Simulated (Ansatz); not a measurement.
Structure data:

```xyz
4
Lattice="3.1443 0.0000 0.0000 -1.5722 2.7230 0.0000 0.0000 0.0000 5.4252" Properties=species:S:1:pos:R:3 pbc="T T T"
Hf    1.5722    0.9077    4.0689
Hf    0.0000    1.8154    1.3563
N     0.0000    0.0000    0.0000
N     0.0000    0.0000    2.7126
```

Work out the structure from the coordinates.

The solid is HfN. Its lattice is primitive hexagonal, its space group P6_3/mmc (No. 194). The prototype is anti-NiAs type. With Z = 2, the cell contains 2 Hf, 2 N.

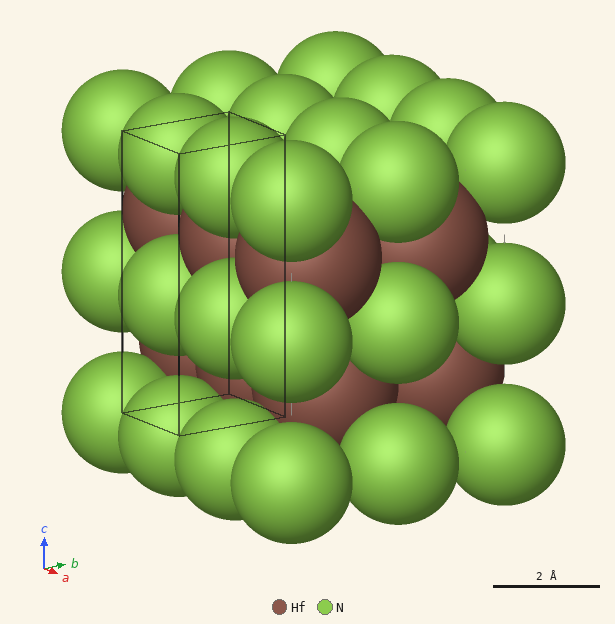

The figure gives a space-filling picture of the atoms, viewed slightly off an axis. A 3×2×1 array of cells is drawn; the conventional unit cell has the solid edges. Colours: hafnium brown, nitrogen green.

Provenance: a structure listed in the Materials Project. Earlier steps of the study, as a rule a relaxation of our own, may have changed the cell and positions, so they can lie some per cent off the listed ones. A calculation with Ansatz used it as input.
